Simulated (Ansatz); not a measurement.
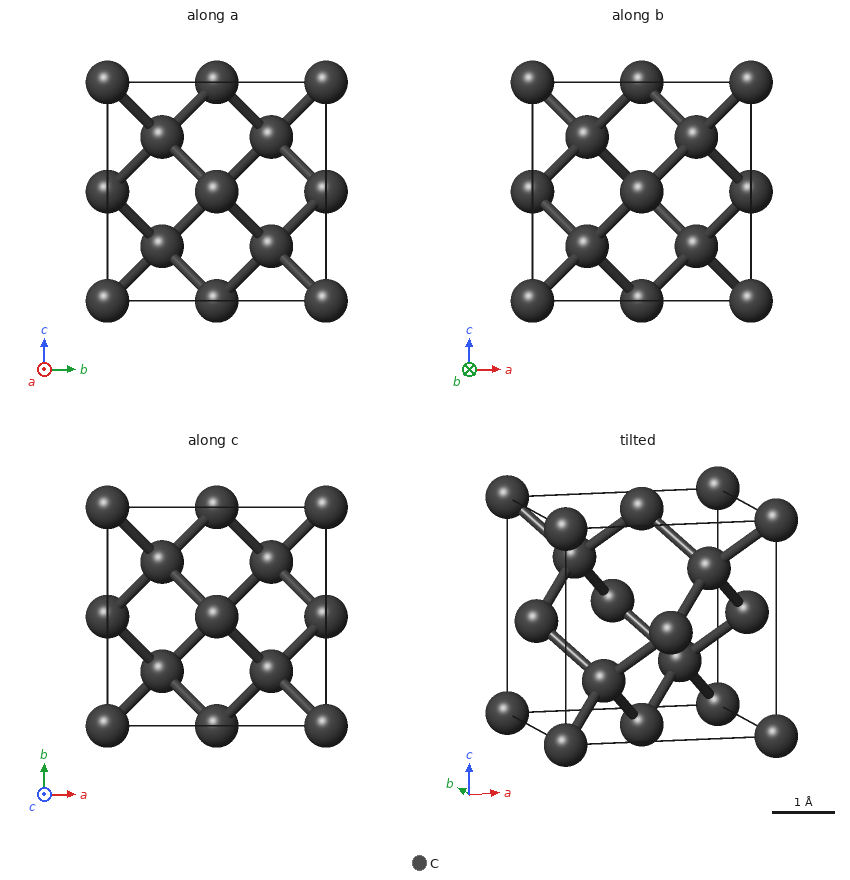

Drawn in the ball-and-stick manner and seen along the a axis, along the b axis, along the c axis and slightly off an axis. Thin lines show the conventional unit cell, with boundary atoms drawn in all their periodic places.

Lattice parameters: a = 3.554 Å, b = 3.554 Å, c = 3.554 Å, α = 90.00°, β = 90.00°, γ = 90.00°. Put a along x and b in the xy plane.

Q: Put the structure into a POSCAR file.

A:
```
C
1.0
     3.554    0.000    0.000
     0.000    3.554    0.000
     0.000    0.000    3.554
C
8
Direct
  0.2500 0.2500 0.2500
  0.5000 0.0000 0.5000
  0.2500 0.7500 0.7500
  0.5000 0.5000 0.0000
  0.7500 0.2500 0.7500
  0.0000 0.0000 0.0000
  0.7500 0.7500 0.2500
  0.0000 0.5000 0.5000
```

Source of the structure: a structure type filled with this element by a generator (whether the element takes this form wasn't checked). A relaxation with DFT PBEsol, scalar-relativistic, plane waves, PAW in Ansatz 0.2.0 gave the geometry drawn.
